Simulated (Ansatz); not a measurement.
A series of calculations on Rb

**1. Relaxation**

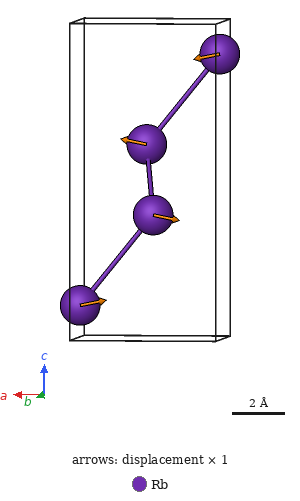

A relaxation of crystalline Rb (set up in Pnma) (coarse preliminary run). The starting structure is drawn; orange arrows show the displacements (the part carried along by the change of the cell is left out), at their true length.

Style: ball-and-stick. Shown: the cell of the calculation, from a free direction.

These are results of Ansatz, DFT PBEsol, scalar-relativistic, plane waves, PAW, not measurements. (plane-wave cutoff 420 eV; k-point mesh 4 × 4 × 2; occupations gaussian; smearing width 0.1 eV; no spin polarisation; cell and atoms relaxed; force threshold 0.05 eV/Å; at most 80 steps)

> Describe the change and its energy.

The largest moves relative to the cell, 1.08 Å, are those of Rb atoms. The drawn cell changes as follows: a 5.740 → 5.014 Å (−12.7 %), b 4.640 → 4.536 Å (−2.2 %), c 12.380 → 15.478 Å (+25.0 %); the volume changes by +6.7 %. Among the contacts that change: Rb–Rb 3.563 → 5.085 Å, Rb–Rb 6.281 → 5.004 Å, Rb–Rb 5.740 → 5.014 Å, Rb–Rb 4.558 → 4.716 Å. Among the angles between lasting bonds that change: Rb–Rb–Rb 132.3° → 153.4°, Rb–Rb–Rb 130.6° → 116.5°, Rb–Rb–Rb 78.1° → 64.2°. The space group stays Pnma (No. 62). After 9 accepted moves (10 points after the start) the energy has fallen by 286 meV per atom. The largest force component goes from 0.7 to 0.016 eV/Å. Pressure: 0.95 GPa at the start and 0.03 GPa at the end. At 1 point the geometry stayed and the basis and grid were re-selected for the new cell (energy shift of 0.2 meV per atom at most each time). Cost: 74 s on 1 thread of Arm Neoverse V1, on a shared host, peak memory 0.49 GiB.

**2. Relaxation**

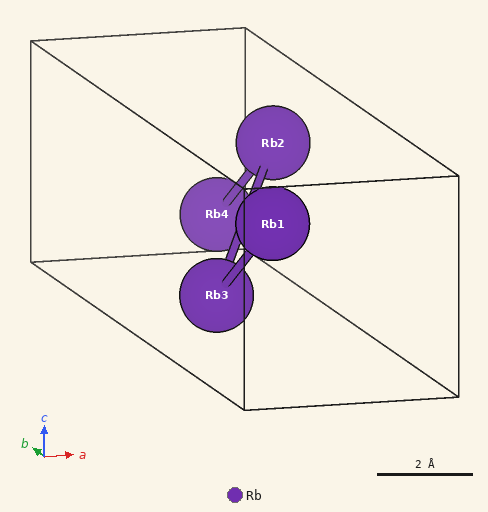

A crystal of Rb (set up in Pnma), before the relaxation. Style: ball-and-stick. Shown: the cell of the calculation, reduced to other axes, from a free direction. Lengths and directions refer to the drawn axes.

Case: uniaxial strain along a of -1.5 %; b, c and atoms relaxed.

All numbers below come from Ansatz 0.2.0, DFT PBEsol, scalar-relativistic, plane waves, PAW.

The input:
```yaml
crystal:
  lattice:
    - [4.766091037, 0.0, 0.0]
    - [0.0, 4.7125926732, 0.0]
    - [0.0, 0.0, 15.7349974804]
  atoms:
    - { symbol: Rb, position: [0.2503903452, 0.25, 0.8813886927] }
    - { symbol: Rb, position: [0.2496096548, 0.75, 0.3813886927] }
    - { symbol: Rb, position: [0.7503903452, 0.25, 0.6186113073] }
    - { symbol: Rb, position: [0.7496096548, 0.75, 0.1186113073] }
basis:
  ecutwfc: 420
kpoints:
  mp_grid: { grid: [12, 12, 4] }
hamiltonian:
  xc: pbesol
scf:
  occupations: { method: gaussian, width: 0.1 }
output:
  forces: true
  stress: true
  eigenvalues: true
relax:
  adjacent_minimum: "off"
  f_tol: 0.008
  max_steps: 40
  cell: { stress_tol: 0.015, fix: [a, angles] }
```

Run as
```bash
ansatz run input.yaml --threads 1 --pin off --max-ram 2560MiB --backend cpu --events-out ev --progress --plain --runs-dir out
```

> Where does the relaxation end?

The atoms keep their places relative to the cell (all moves are under 0.005 Å). The volume changes by −0.2 %, with a 4.713 → 4.665 Å (−1.0 %), b 15.735 → 15.858 Å (+0.8 %), c unchanged at 4.766 Å. Near-neighbour distances that change, for instance: Rb1–Rb1 4.713 → 4.665 Å, Rb1–Rb3 4.772 → 4.796 Å, Rb1–Rb4 5.015 → 5.031 Å. The space group stays Cmcm (No. 63). After 2 accepted moves (3 points after the start) the energy has fallen by 0.2 meV per atom. Largest force component: 0.0018 eV/Å at the start, 0.00028 eV/Å at the end. Pressure: 0.02 GPa at the start and 0.02 GPa at the end. At 1 point the geometry stayed and the basis and grid were re-selected for the new cell (energy shift of less than 0.05 meV per atom at most each time). The run took 3.3 min on 1 thread of Arm Neoverse V1 (shared host), peak memory 1.1 GiB.

Step by step:

```csv
step,"E − E(0), meV/atom","largest force component, eV/Å","pressure, GPa","volume, Å³/atom",note
0,0.00,0.0018,0.02,88.355,
1,-0.03,0.0014,0.02,88.336,
2,-0.20,0.0003,0.02,88.151,
3,-0.20,0.0003,0.02,88.151,"same geometry, new basis"
```

After the run, drawn alike:

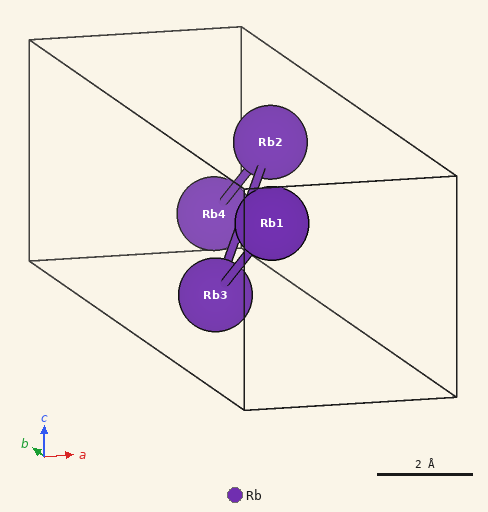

**3. A change**

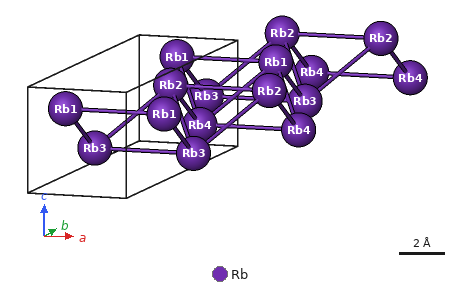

The starting point is solid Rb. The picture is a ball-and-stick view of the cell of the calculation, reduced to other axes, repeated 2 × 2 × 1 with one cell outlined, seen slightly off an axis. Lengths and directions refer to the drawn axes.

These are results of DFT PBEsol, scalar-relativistic, plane waves, PAW in Ansatz, not measurements. Settings: plane-wave cutoff 420 eV; k-point mesh 12 × 12 × 4; occupations gaussian; smearing width 0.1 eV; no spin polarisation.

Change: Uniaxial strain along a, −4.5 %, is applied. The b and c axes and the atoms are relaxed.

**What is the effect?**

Energy change: +2.1 meV per atom. The volume changes by −2.5 %, with a 4.695 → 4.662 Å (−0.7 %), b 15.676 → 16.109 Å (+2.8 %), c 4.839 → 4.621 Å (−4.5 %). The largest moves relative to the cell, 0.006 Å, are those of Rb1, Rb2, Rb3 and Rb4. Rb3 goes along [0 −1 1]. Some distances before and after: Rb–Rb 4.839 → 4.621 Å, Rb–Rb 4.777 → 4.813 Å, Rb–Rb 4.695 → 4.662 Å, Rb–Rb 5.019 → 5.045 Å. The space group stays Cmcm (No. 63).

Drawn alike, the variant:

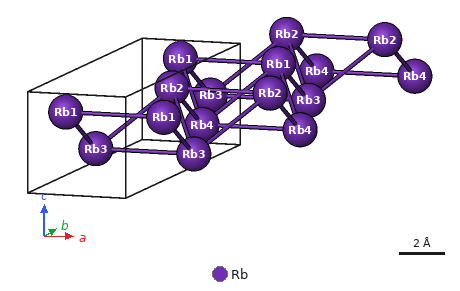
